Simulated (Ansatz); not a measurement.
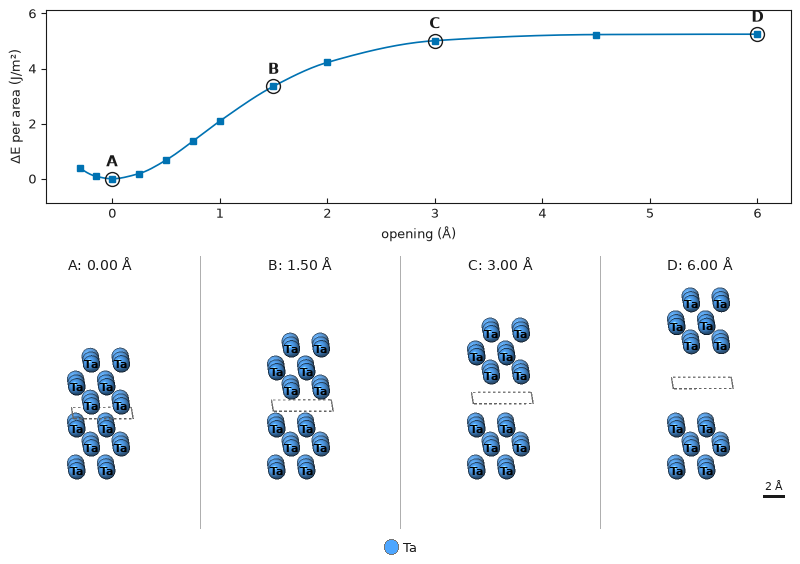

Crystalline Ta (Fm-3m): the crystal is pulled apart rigidly along the normal of the (0 0 1) plane of the conventional cell, at a cut between a plane of Ta below and one of Ta above, 2.09 Å apart. One cut stands in each cell, which starts 12.5 Å high; nothing is relaxed, and the dashed outline marks the cut. The lettered frames are marked on the plot. Style: spheres-only. Shown: the layers on both sides of the cut, from the side, nearly along the cut plane.

Theory: DFT PBEsol, scalar-relativistic, plane waves, PAW in Ansatz 0.2.0. (plane-wave cutoff 420 eV; k-point mesh 20 × 20 × 5; occupations gaussian; smearing width 0.15 eV; no spin polarisation). Energies (free energies at the smearing named) are counted from the relaxed crystal.

Q: Describe the profile.

A: At the widest opening, 6.00 Å, the energy has risen by 5.25 J/m², where the curve has levelled off: this is the ideal work of separation, the sum of the two unrelaxed surface energies of a slab 12.5 Å thick. The steepest rise lies between 0.75 Å and 1.00 Å, with a mean traction of about 29 GPa. Pressing the cut together by 0.30 Å costs 0.39 J/m².
